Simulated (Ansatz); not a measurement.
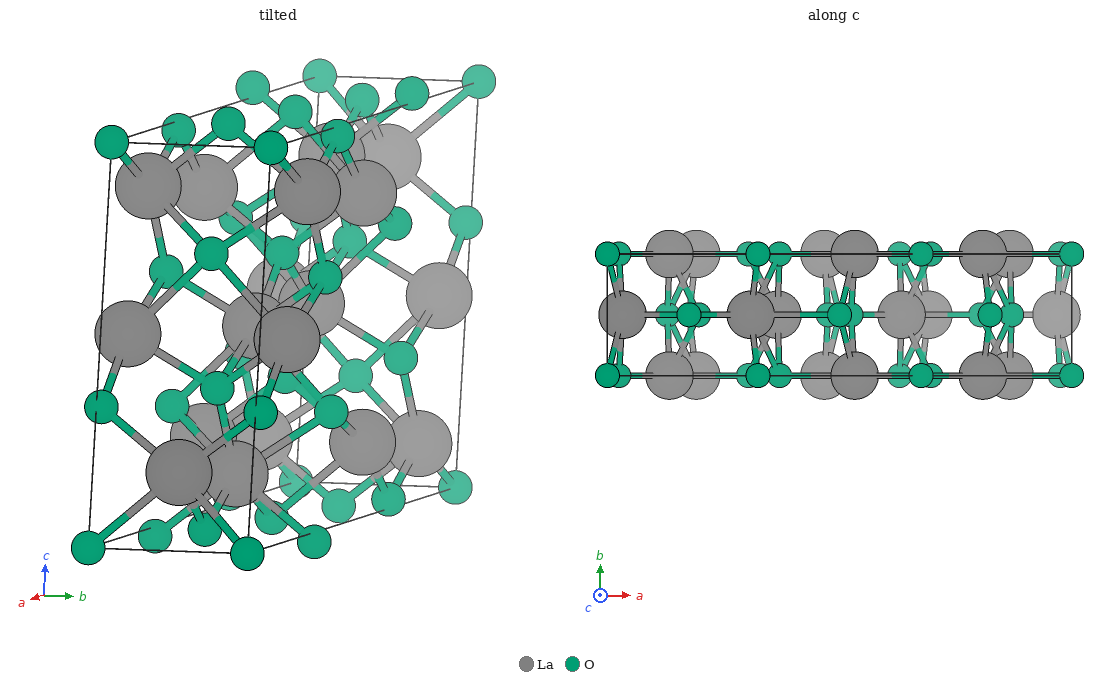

Ball-and-stick drawing of the structure, looking slightly off an axis and along the c axis. Lines trace the edges of the conventional unit cell.

Explain the picture.

The compound is La2O3. Its lattice is base-centred monoclinic, its space group C2/m (No. 12). Counting shared atoms by their share gives 12 La, 18 O, or 30 atoms. The numbers of neighbours within bonding distance are La 6 to 7 (mean 6.7) and O 4 to 6 (mean 4.4).

The structure comes from a structure listed in the Materials Project. The picture shows the end point of a geometry optimisation with Ansatz, DFT, PBE, plane waves, PAW.
